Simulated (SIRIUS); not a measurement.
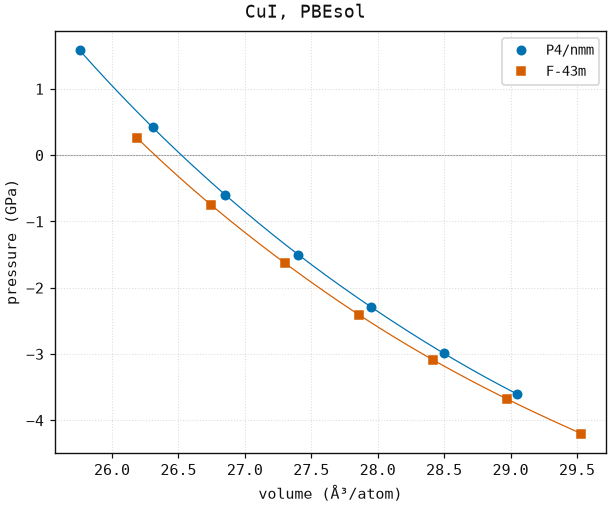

Plotted: pressure against volume, with one curve for each structure, for CuI.

Calculation (SIRIUS 7.12.0): plane-wave DFT, no spin polarisation; energies at scaled volumes of the given cell, shape and fractions fixed, counted from the fit's minimum, third-order Birch-Murnaghan fit. Level: PBEsol.

occupations Fermi–Dirac; smearing width 0.05 eV; potentials dojo sr pbesol 0.4.1 standard; wave cutoff 1254 eV; density cutoff 5016 eV.

Settings that differ: P4/nmm: k mesh 7×7×4; F-43m: k mesh 8×8×8.

**Order the curves by fitted equilibrium volume, smallest first.**

F-43m 26.333, P4/nmm 26.529 Å³/atom.

**Order the curves by fitted bulk modulus, smallest first.**

F-43m 49.2, P4/nmm 50.0 GPa.

Caveats: shape and atomic fractions are frozen while scaling, which makes layered, chain and framework solids too stiff.

The computed values:

P4/nmm:
```tsv
volume (Å³/atom)	pressure (GPa)
25.76	1.58
26.30	0.42
26.85	-0.60
27.40	-1.50
27.95	-2.29
28.50	-2.99
29.05	-3.60
```

F-43m:
```tsv
volume (Å³/atom)	pressure (GPa)
26.19	0.26
26.75	-0.75
27.30	-1.63
27.86	-2.41
28.42	-3.09
28.97	-3.68
29.53	-4.20
```
